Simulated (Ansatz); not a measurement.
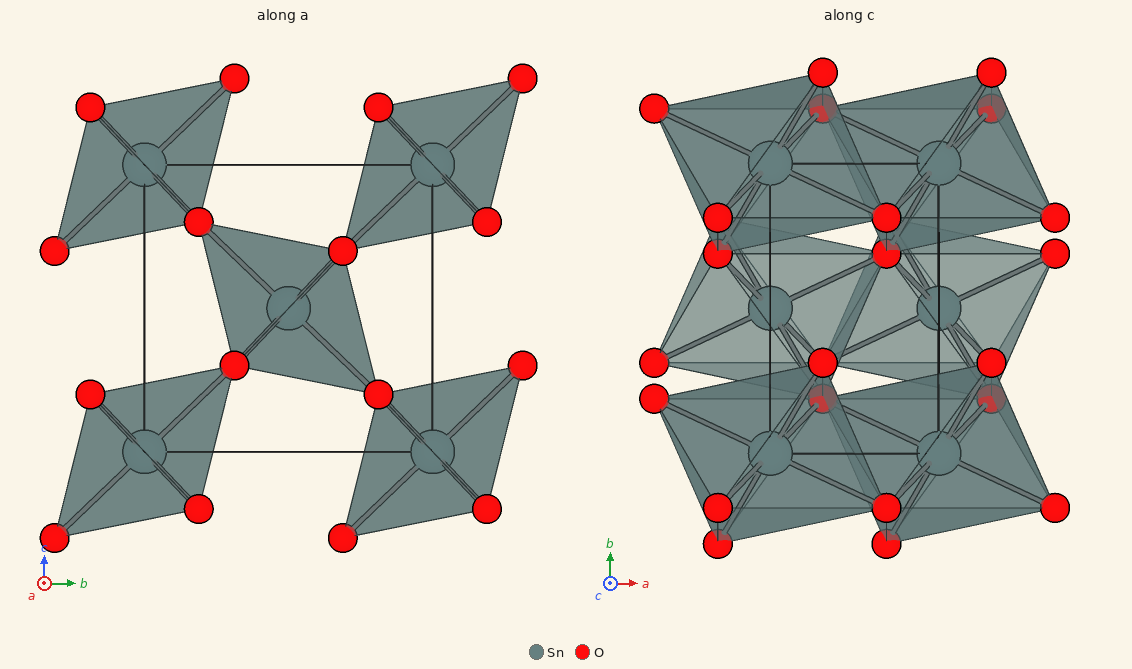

Polyhedral drawing of the structure, looking along the a axis and along the c axis. The lines enclose the conventional unit cell; boundary atoms appear with their images. Some atoms of the next cells are drawn as well.

SnO2, space group P2_1/c (No. 14), a = 3.25 Å, b = 4.83 Å, c = 5.57 Å, α = 90.00°, β = 120.38°, γ = 90.00°.

All computed values are from DFT PBE, scalar-relativistic, plane waves, PAW (Ansatz 0.2.0). Settings: a kinetic-energy cutoff of 420 eV, k-points about 0.24 Å⁻¹ apart, Gaussian smearing of 0.02 eV, no spin polarisation.

Question: Classify it as metallic or gapped, with the value.

Answer: A semiconductor at this level, with a gap of 0.65 eV on the k-mesh (the true edges may lie between mesh points, so the gap can be somewhat smaller).

The model was built from a structure listed in the Materials Project. The cell was then strained or its atoms displaced on purpose. The atoms were relaxed in a fixed cell with DFT PBE, scalar-relativistic, plane waves, PAW (Ansatz).
